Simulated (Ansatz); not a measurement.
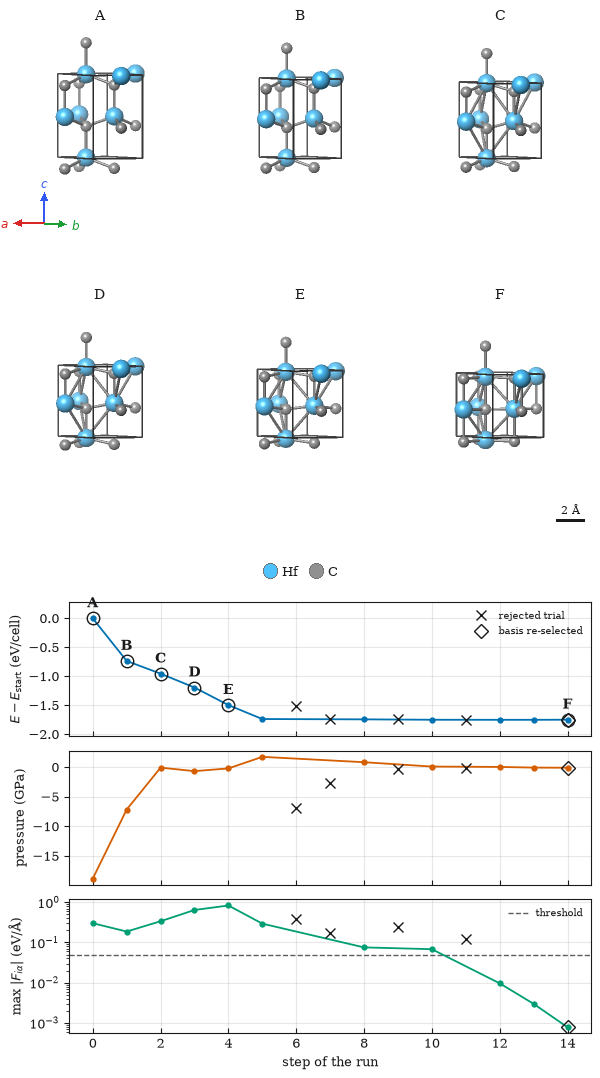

Frames of a relaxation of a crystal of HfC (a generated structure, set up in P6_3mc) (coarse preliminary run), marked on the history of the run. Style: ball-and-stick. Shown: the cell of the calculation, from a free direction.

Case: Si → Hf on all its sites, cell and atoms relaxed.

Method: Ansatz 0.2.0, DFT PBE, scalar-relativistic, plane waves, PAW. Set-up: plane-wave cutoff 420 eV; k-point mesh 6 × 6 × 4; occupations gaussian; smearing width 0.1 eV; no spin polarisation; cell and atoms relaxed; force threshold 0.05 eV/Å; at most 60 steps.

**What happens along the run?**

The energy falls by 1.749 eV per cell of the calculation in 9 accepted moves (14 points after the start). The largest force component goes from 0.3 to 0.00078 eV/Å. Pressure: −18.81 GPa at the start and −0.09 GPa at the end. The line search rejected the trial steps at points 6, 7, 9, 11 of the run. At 1 point the geometry stayed and the basis and grid were re-selected for the new cell (energy shift of 1.8 meV per cell of the calculation at most each time). The largest moves relative to the cell, 0.25 Å, are those of Hf and C atoms. Largest moves by element: Hf 0.25 Å, C 0.25 Å. Cell: a = b 3.744 → 3.847 Å (+2.8 %), c 6.144 → 4.658 Å (−24.2 %). Volume −19.9 %. Some distances before and after: C–Hf 3.835 → 2.402 Å, Hf–Hf 3.756 → 3.218 Å, C–Hf 2.292 → 2.222 Å, C–Hf 2.309 → 2.256 Å. New bonds form: C–Hf (3.83 → 2.40 Å). Bond angles that change, for instance: C–Hf–C 109.4° → 91.9°, Hf–C–Hf 109.4° → 91.9°, C–Hf–C 109.5° → 119.9°. The space group stays P6_3mc (No. 186). Cost: 98 s on 1 thread of Intel(R) Xeon(R) Platinum 8259CL CPU @ 2.50GHz (Skylake/Cascade Lake), on a shared host, peak memory 0.41 GiB. From step 0 to 1: Hf and C atoms move most (0.02 Å), volume −10.6 %, energy −0.735 eV per cell of the calculation. From step 1 to 2: Hf and C atoms move most (0.03 Å), volume −5.3 %, energy −0.220 eV per cell of the calculation. From step 2 to 3: Hf and C atoms move most (0.06 Å), volume −1.4 %, energy −0.239 eV per cell of the calculation. From step 3 to 4: Hf and C atoms move most (0.06 Å), volume −2.3 %, energy −0.303 eV per cell of the calculation. From step 4 to 14: Hf and C atoms move most (0.10 Å), volume −1.8 %, energy −0.252 eV per cell of the calculation.

```
step  E − E(0), meV/atom  largest force component, eV/Å  pressure, GPa  volume, Å³/atom                      note
   0                0.00                         0.3018         -18.81           18.641                          
   1             -183.74                         0.1873          -7.15           16.671                          
   2             -238.62                         0.3379          -0.07           15.783                          
   3             -298.40                         0.6439          -0.66           15.563                          
   4             -374.10                         0.8332          -0.20           15.198                          
   5             -434.32                         0.2944           1.75           14.826                          
   6             -377.29                         0.3784          -6.94           15.548                  rejected
   7             -432.42                         0.1731          -2.64           15.111                  rejected
   8             -435.69                         0.0755           0.85           14.858                          
   9             -435.00                         0.2467          -0.36           14.975                  rejected
  10             -437.41                         0.0682           0.11           14.907                          
  11             -437.12                         0.1212          -0.06           14.939                  rejected
  12             -437.67                         0.0096           0.05           14.920                          
  13             -437.66                         0.0030          -0.06           14.928                          
  14             -437.21                         0.0008          -0.09           14.928  same geometry, new basis
```
